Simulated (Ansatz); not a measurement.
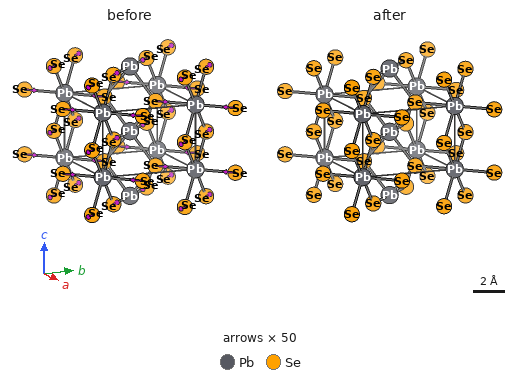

The structure of solid PbSe$_{2}$ (built on the rutile type) before (left) and after (right) a relaxation, at one scale. The purple arrows give the displacements (the part carried along by the change of the cell is left out), magnified 50 times.

The picture is a ball-and-stick view of the cell of the calculation, seen slightly off an axis.

Computed with Ansatz, DFT, PBEsol, plane waves, PAW.

Input file:
```yaml
crystal:
  lattice:
    - [6.58228262, 0.0, 0.0]
    - [0.0, 6.58228262, 0.0]
    - [0.0, 0.0, 4.3443065292]
  atoms:
    - { symbol: Pb, position: [0.0, 0.0, 0.0] }
    - { symbol: Pb, position: [0.5, 0.5, 0.5] }
    - { symbol: Se, position: [0.305, 0.305, 0.0] }
    - { symbol: Se, position: [0.195, 0.805, 0.5] }
    - { symbol: Se, position: [0.805, 0.195, 0.5] }
    - { symbol: Se, position: [0.695, 0.695, 0.0] }
kpoints:
  mp_grid: { grid: [4, 4, 6] }
hamiltonian:
  xc: pbesol
scf:
  occupations: { method: fermi_dirac, width: 0.03 }
relax:
  f_tol: 0.01
  cell: {}
  max_steps: 120
output:
  write_density: true
  write_potential: true
  elf: true
  volumetric_format: npy
```

Launched with:
```bash
ansatz run input.yaml --threads 2 --pin off --max-ram 2211MiB --backend cpu --events-out ev --progress --plain --runs-dir out
```

**Summarise the run.**

The energy falls by 5.5 meV per atom in 4 accepted moves (5 points after the start). Largest force component: 0.032 eV/Å at the start, 0.0026 eV/Å at the end. Pressure: −1.43 GPa at the start and 0.02 GPa at the end. At 1 point the geometry stayed and the basis and grid were re-selected for the new cell (energy shift of 0.1 meV per atom at most each time). The largest moves relative to the cell, 0.020 Å, are those of Se3, Se4, Se5 and Se6. Se6 goes along [1 1 0]. Pb stays in place. Cell: a = b 6.582 → 6.546 Å (−0.6 %), c 4.344 → 4.248 Å (−2.2 %). Volume −3.3 %. Near-neighbour distances that change, for instance: Pb1–Se3 2.839 → 2.804 Å, Pb1–Se4 2.831 → 2.800 Å. The space group stays P4_2/mnm (No. 136). The run took 13 s on 2 threads of AMD EPYC 9R45 96-Core Processor (Zen 5), on a shared host, peak memory 0.67 GiB.
